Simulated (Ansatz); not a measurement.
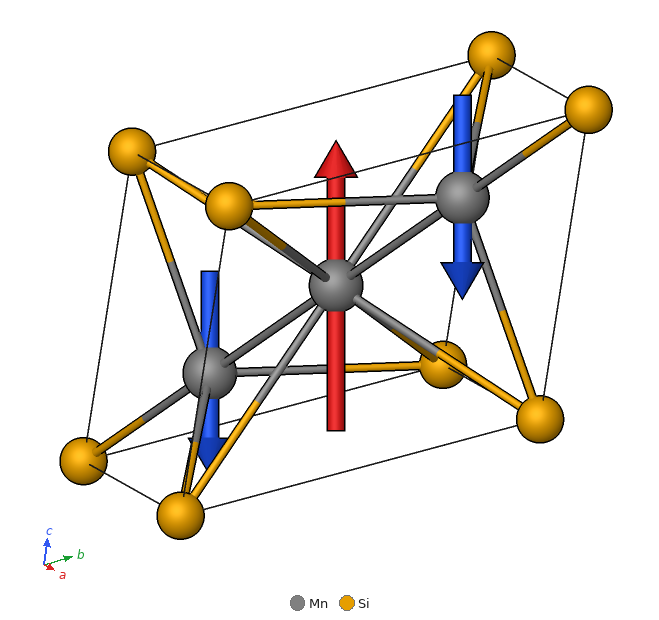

A ball-and-stick picture of a crystal structure, seen slightly off an axis. One simulation cell is framed, with atoms on its boundary repeated. Arrows are the site magnetic moments above 0.25 μB (those induced on non-metal atoms are left out); longer means larger, and red and blue are up and down (without spin-orbit coupling the axis itself is arbitrary).

This is the state reached for Mn3Si. All computed values are from DFT PBEsol, scalar-relativistic, plane waves, PAW (Ansatz). Settings: plane-wave cutoff 420 eV, the zone sampled with 14×14×14 points, Gaussian smearing of 0.1 eV, collinear spins.

Question: Read the magnetic state from the picture.

Answer: Ferrimagnetic (within this cell). Site moments: 1 Mn +2.1 μB and 2 Mn −0.6 μB. The net spin moment of the whole cell is 1.1 μB.

The structure was taken from a structure listed in the Materials Project, with elements exchanged, so it need not be a known form of the compound. A relaxation with Ansatz 0.2.0, DFT PBEsol, scalar-relativistic, plane waves, PAW gave the geometry drawn.
